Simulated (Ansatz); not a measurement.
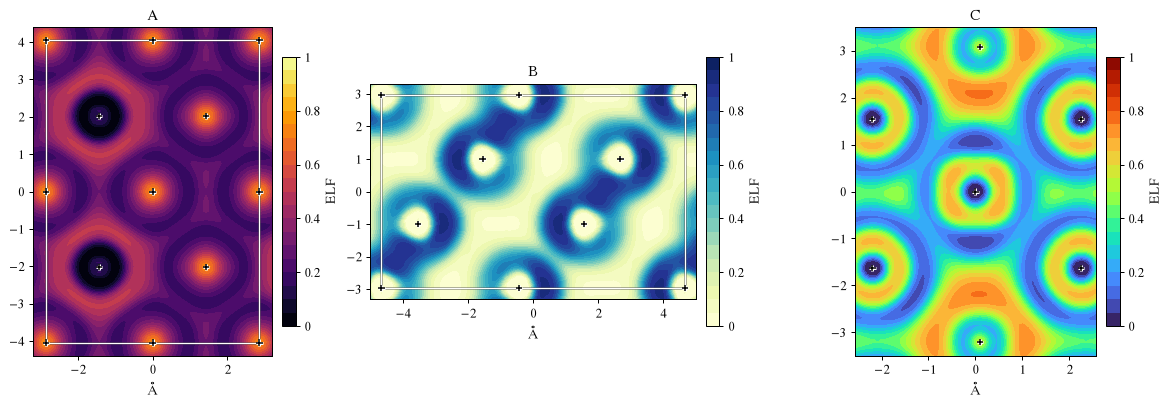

The electron localisation function of 3 systems, each on a plane through atoms (crosses mark nuclei in the plane).

Computed with Kohn-Sham DFT of a periodic cell, PBEsol, Ansatz PAW (Ansatz).

System 1: P, the (110) plane of the conventional cell. Space group R-3m; a structure from a database of computed crystals, not necessarily the ambient phase; not relaxed (largest force 0.4 eV/Å).

```
CELL_PARAMETERS angstrom
3.42829 0.00000 0.00000
-1.71414 2.96898 0.00000
0.00000 0.00000 9.32602
ATOMIC_POSITIONS crystal
P 0.66667 0.33333 0.10625
P 0.33333 0.66667 0.43959
P 0.00000 0.00000 0.77292
P 0.00000 0.00000 0.22708
P 0.66667 0.33333 0.56041
P 0.33333 0.66667 0.89375
```

System 2: Ti3Si, the (11̄0) plane of the conventional cell. Space group P1; a structure from a database of computed crystals, not necessarily the ambient phase; changed on purpose from its base cell (atoms moved at random by about 0.05 A); not relaxed (largest force 0.5 eV/Å); computed pressure about −5 GPa in this cell.

System 3: AlNi3, the (101) plane of the conventional cell. Space group Fm-3m; a structure from a database of computed crystals, not necessarily the ambient phase; computed pressure about −11 GPa in this cell; the program warned that a starting moment wasn't kept; spin-polarised, but the moments vanished.

```yaml
crystal:
  lattice:
    - [5.71368, 0.00000, 0.00000]
    - [0.00000, 5.71368, 0.00000]
    - [0.00000, 0.00000, 5.71368]
  atoms:
    - { symbol: Ni, position: [0.75000, 0.25000, 0.25000] }
    - { symbol: Ni, position: [0.25000, 0.75000, 0.25000] }
    - { symbol: Ni, position: [0.25000, 0.25000, 0.75000] }
    - { symbol: Ni, position: [0.75000, 0.75000, 0.75000] }
    - { symbol: Ni, position: [0.00000, 0.00000, 0.00000] }
    - { symbol: Ni, position: [0.50000, 0.50000, 0.00000] }
    - { symbol: Ni, position: [0.50000, 0.00000, 0.50000] }
    - { symbol: Ni, position: [0.00000, 0.50000, 0.50000] }
    - { symbol: Ni, position: [0.25000, 0.25000, 0.25000] }
    - { symbol: Ni, position: [0.75000, 0.75000, 0.25000] }
    - { symbol: Ni, position: [0.75000, 0.25000, 0.75000] }
    - { symbol: Ni, position: [0.25000, 0.75000, 0.75000] }
    - { symbol: Al, position: [0.50000, 0.00000, 0.00000] }
    - { symbol: Al, position: [0.00000, 0.50000, 0.00000] }
    - { symbol: Al, position: [0.00000, 0.00000, 0.50000] }
    - { symbol: Al, position: [0.50000, 0.50000, 0.50000] }
```

Match each panel to its system.

Answer. Panel A is system 3, AlNi3: the plane holds Ni and Al. Ni–Ni (2.47 Å): the ELF is about 0.25 at the midpoint: no localised pair shows between them. Panel B is system 1, P: the plane holds P. P–P (2.28 Å): the ELF peaks at about 0.90 between the atoms. Panel C is system 2, Ti3Si: the plane holds Ti and Si. Ti–Si (2.64 Å): the ELF peaks at about 0.65 in the valence shell of Si, 0.9 Å from its nucleus, and is about 0.30 at the midpoint.
